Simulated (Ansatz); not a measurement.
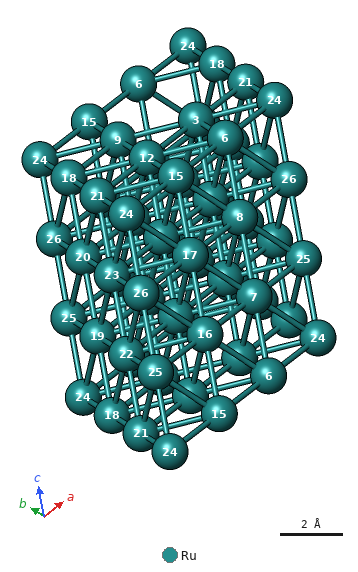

This is the input geometry for a relaxation of a defect cell of composition Ru. A ball-and-stick model of the cell of the calculation, seen slightly off an axis.

Case: Ru vacancy, atoms relaxed.

Computed with Ansatz, DFT PBE, scalar-relativistic, plane waves, PAW.

Input file:
```yaml
crystal:
  lattice:
    - [5.7152521189, 0.0, -5.7152521189]
    - [0.0, 5.7152521189, -5.7152521189]
    - [5.7152521189, 5.7152521189, 0.0]
  atoms:
    - { symbol: Ru, position: [0.6666666667, 0.6666666667, 0.3333333333] }
    - { symbol: Ru, position: [0.6666666667, 0.6666666667, 0.6666666667] }
    - { symbol: Ru, position: [0.6666666667, 0.3333333333, 1.0] }
    - { symbol: Ru, position: [0.6666666667, 0.3333333333, 0.3333333333] }
    - { symbol: Ru, position: [0.6666666667, 0.3333333333, 0.6666666667] }
    - { symbol: Ru, position: [0.6666666667, 0.0, 0.0] }
    - { symbol: Ru, position: [0.6666666667, 0.0, 0.3333333333] }
    - { symbol: Ru, position: [0.6666666667, 0.0, 0.6666666667] }
    - { symbol: Ru, position: [0.3333333333, 0.6666666667, 1.0] }
    - { symbol: Ru, position: [0.3333333333, 0.6666666667, 0.3333333333] }
    - { symbol: Ru, position: [0.3333333333, 0.6666666667, 0.6666666667] }
    - { symbol: Ru, position: [0.3333333333, 0.3333333333, 0.0] }
    - { symbol: Ru, position: [0.3333333333, 0.3333333333, 0.3333333333] }
    - { symbol: Ru, position: [0.3333333333, 0.3333333333, 0.6666666667] }
    - { symbol: Ru, position: [0.3333333333, 0.0, 0.0] }
    - { symbol: Ru, position: [0.3333333333, 0.0, 0.3333333333] }
    - { symbol: Ru, position: [0.3333333333, 0.0, 0.6666666667] }
    - { symbol: Ru, position: [0.0, 0.6666666667, 0.0] }
    - { symbol: Ru, position: [0.0, 0.6666666667, 0.3333333333] }
    - { symbol: Ru, position: [0.0, 0.6666666667, 0.6666666667] }
    - { symbol: Ru, position: [0.0, 0.3333333333, 0.0] }
    - { symbol: Ru, position: [0.0, 0.3333333333, 0.3333333333] }
    - { symbol: Ru, position: [0.0, 0.3333333333, 0.6666666667] }
    - { symbol: Ru, position: [0.0, 0.0, 0.0] }
    - { symbol: Ru, position: [0.0, 0.0, 0.3333333333] }
    - { symbol: Ru, position: [0.0, 0.0, 0.6666666667] }
basis:
  ecutwfc: 420
kpoints:
  mp_grid: { grid: [4, 4, 4] }
hamiltonian:
  xc: pbe
scf:
  occupations: { method: gaussian, width: 0.1 }
output:
  forces: true
  stress: true
  eigenvalues: true
  write_density: true
  write_potential: true
  elf: true
  volumetric_format: npy
relax:
  adjacent_minimum: "off"
  f_tol: 0.02
  max_steps: 50
```

Command:
```bash
ansatz run input.yaml --threads 4 --pin off --max-ram 2560MiB --backend cpu --events-out ev --progress --plain --runs-dir out
```

Where does the relaxation end?

The largest moves, 0.029 Å, are those of 12 atoms (Ru1, Ru2, Ru3, Ru4 and others). Ru1 goes along +c. The cell doesn't change. Some distances before and after: Ru10–Ru20 2.694 → 2.635 Å, Ru10–Ru15 2.694 → 2.724 Å, Ru13–Ru16 2.694 → 2.713 Å, Ru10–Ru11 2.694 → 2.680 Å. The energy falls by 68.8 meV per cell of the calculation in 2 geometry steps. The largest force component goes from 0.24 to 0.011 eV/Å.

Limits of the set-up: the periodic images lie only 8.1 Å apart, so the values are limited by the cell's size.
